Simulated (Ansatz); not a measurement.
Consider BN.

Input file:

```
crystal:
  lattice:
    - [2.4084870044, 0.0, 0.0]
    - [-1.2042435022, 2.0858109305, 0.0]
    - [0.0, 0.0, 4.5828690719]
  atoms:
    - { symbol: B, position: [0.6666666667, 0.3333333333, 1.0176718777] }
    - { symbol: B, position: [0.3333333333, 0.6666666667, 0.5176718777] }
    - { symbol: "N", position: [0.6666666667, 0.3333333333, 0.625291269] }
    - { symbol: "N", position: [0.3333333333, 0.6666666667, 0.125291269] }
basis:
  ecutwfc: 520.0
kpoints:
  mp_grid: { grid: [12, 12, 6] }
hamiltonian:
  xc: lda
  pseudopotentials: { kind: paw }
scf:
  occupations: { method: gaussian, width: 0.05 }
output:
  forces: true
  stress: true
  eigenvalues: true
  write_density: true
  write_potential: true
  elf: true
  volumetric_format: npy
```

Run with:

```sh
ansatz run input.yaml --threads 1 --pin off --max-ram 2048MiB --backend cpu --events-out ev --progress --plain --runs-dir out
```

Below, planes, directions and counts refer to the conventional cell (a = 2.41 Å, b = 2.41 Å, c = 4.58 Å, α = 90.00°, β = 90.00°, γ = 120.00°).

Space group P6₃mc; a structure from a database of computed crystals, not necessarily the ambient phase; changed on purpose from its base cell (shift of B1 along [0 0 1], its symmetry partners moved alike: +0.075 A in the relaxed cell; c/a of the conventional cell at fixed volume 1.9028); not relaxed (largest force 0.4 eV/Å); computed pressure about 19 GPa in this cell.

Theory: DFT LDA, scalar-relativistic, plane waves, PAW (Ansatz 0.2.0).

**What will maps of the valence pseudo-density and electron localisation function show?**

B–N (1.48 Å): ρ is about 1.7 e/Å³ halfway; the ELF peaks at about 0.95 between the atoms: a polar covalent bond.

**Metal or insulator at this level of theory?**

It is gapped, with a Kohn–Sham gap of 4.4 eV on the k-point mesh (the band edges may lie off the mesh, which would make the gap smaller).

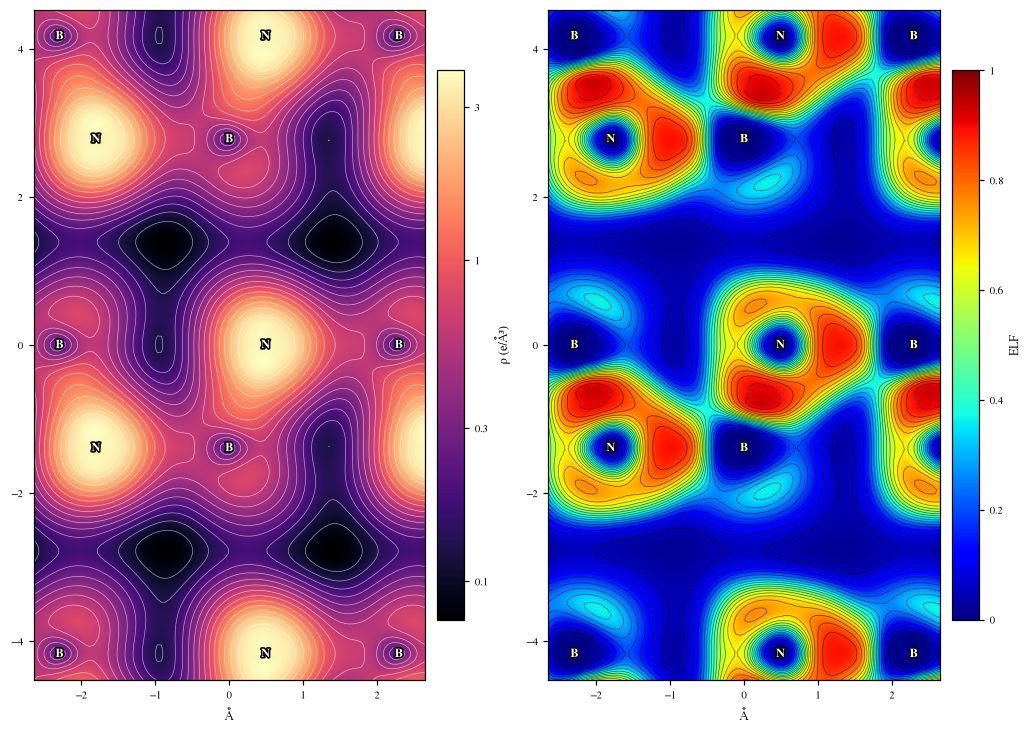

Computed valence pseudo-density and electron localisation function on the (110) plane of the conventional cell, in this order. 

Core electrons are frozen (PAW), and the valence fields are smoothed inside the atomic spheres.
